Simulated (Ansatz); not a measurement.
AlCo

```xyz
6
Lattice="2.3623 -2.3623 0.0000 0.0000 2.3623 -2.3623 4.0160 4.0160 4.0160" Properties=species:S:1:pos:R:3 pbc="T T T"
Al    0.0000    0.0000    0.0000
Al    2.9135    0.5512    0.5512
Al    3.4648    3.4648    1.1024
Co    1.4568    1.4568   -0.9056
Co    2.0080    2.0080    2.0080
Co    4.9215    2.5592    2.5592
```

Space group R-3m; a structure from a database of computed crystals, not necessarily the ambient phase; computed pressure about 28 GPa in this cell; computed without spin polarisation.

These are results of DFT PBEsol, scalar-relativistic, plane waves, PAW in Ansatz 0.2.0, not measurements.

> Predict the valence pseudo-density and electron localisation function between the atoms.

Al–Co (2.25 Å): the density is about 0.42 e/Å³ at the midpoint; the ELF is about 0.35 at the midpoint.

> Metal or insulator at this level of theory?

It is gapless in this calculation (a metal or semimetal).

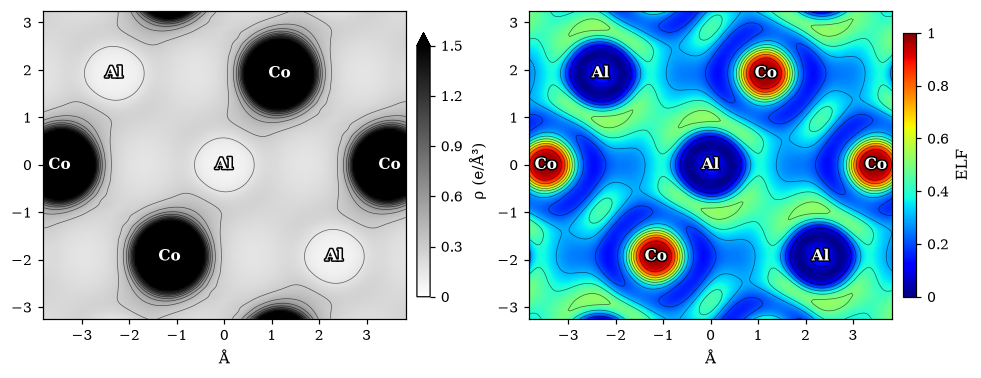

Computed valence pseudo-density and electron localisation function on the (110) plane of the conventional cell, in this order. 

Core electrons are frozen (PAW), and the valence fields are smoothed inside the atomic spheres.
